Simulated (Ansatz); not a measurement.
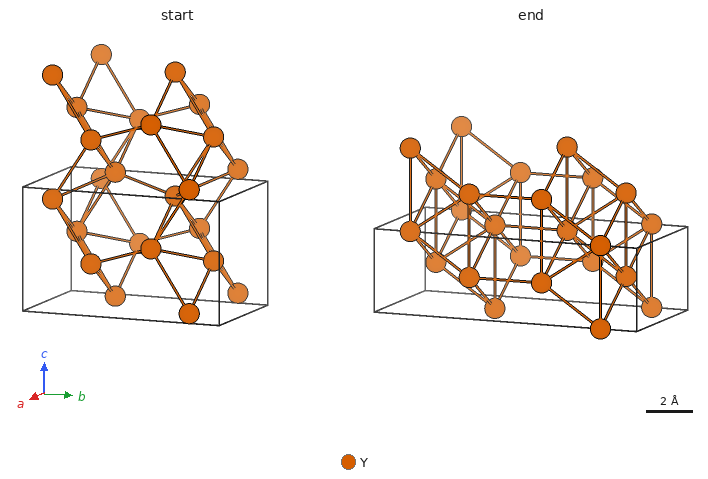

The structure of a crystal of Y (built on the alpha-gallium_64 type) before (left) and after (right) a relaxation, at one scale.

The picture is a ball-and-stick view of the conventional cell (2 times the calculation's cell), repeated 1 × 1 × 2 with one cell outlined, seen slightly off an axis. Lengths and directions refer to the drawn axes.

Case: alpha-gallium type (Cmce, No. 64).

These are results of DFT PBE, scalar-relativistic, plane waves, PAW (Ansatz), not measurements.

Input
```yaml
crystal:
  lattice:
    - [2.7519234713, -4.6639999454, 0.0]
    - [2.7519234713, 4.6639999454, 0.0]
    - [0.0, 0.0, 5.5111679974]
  atoms:
    - { symbol: "Y", position: [0.1525, 0.8475, 0.0785] }
    - { symbol: "Y", position: [0.6525, 0.3475, 0.4215] }
    - { symbol: "Y", position: [0.8475, 0.1525, 0.9215] }
    - { symbol: "Y", position: [0.3475, 0.6525, 0.5785] }
basis:
  ecutwfc: 420
kpoints:
  mp_grid: { grid: [10, 10, 8] }
hamiltonian:
  xc: pbe
scf:
  occupations: { method: gaussian, width: 0.1 }
output:
  forces: true
  stress: true
  eigenvalues: true
relax:
  adjacent_minimum: "off"
  f_tol: 0.01
  max_steps: 80
  cell: { stress_tol: 0.05 }
```

Describe what moved and what it gained.

Over 14 accepted moves (17 points after the start) the energy falls by 687 meV per atom. Largest force component: 0.12 eV/Å at the start, 0.00048 eV/Å at the end. Pressure: 2.22 GPa at the start and 0.00 GPa at the end. The line search rejected the trial step at point 10 of the run. The SCF was repeated twice at an unchanged geometry on a basis and grid sized afresh for the cell, which shifted the energy by 8.9 meV per atom at most. The largest moves relative to the cell, 0.34 Å, are those of Y1, Y2, Y3 and Y4. Y2 goes roughly along [0 1 3]. The drawn cell changes as follows: a 5.504 → 5.788 Å (+5.2 %), b 9.328 → 12.460 Å (+33.6 %), c 5.511 → 3.705 Å (−32.8 %); the volume changes by −5.6 %. Near-neighbour distances that change, for instance: Y1–Y1 5.511 → 3.705 Å, Y1–Y2 4.548 → 3.436 Å, Y1–Y3 3.410 → 4.025 Å, Y1–Y3 (another image) 2.974 → 3.433 Å. New bonds form: Y1–Y2 (4.55 → 3.44 Å), Y3–Y4 (4.55 → 3.44 Å). Bond angles that change, for instance: Y4–Y1–Y4 113.1° → 67.0°, Y3–Y1–Y4 106.5° → 146.5°, Y2–Y1–Y4 61.8° → 72.7°. The space group (tolerance 0.01 Å) goes from Cmce (No. 64) to Fmmm (No. 69).
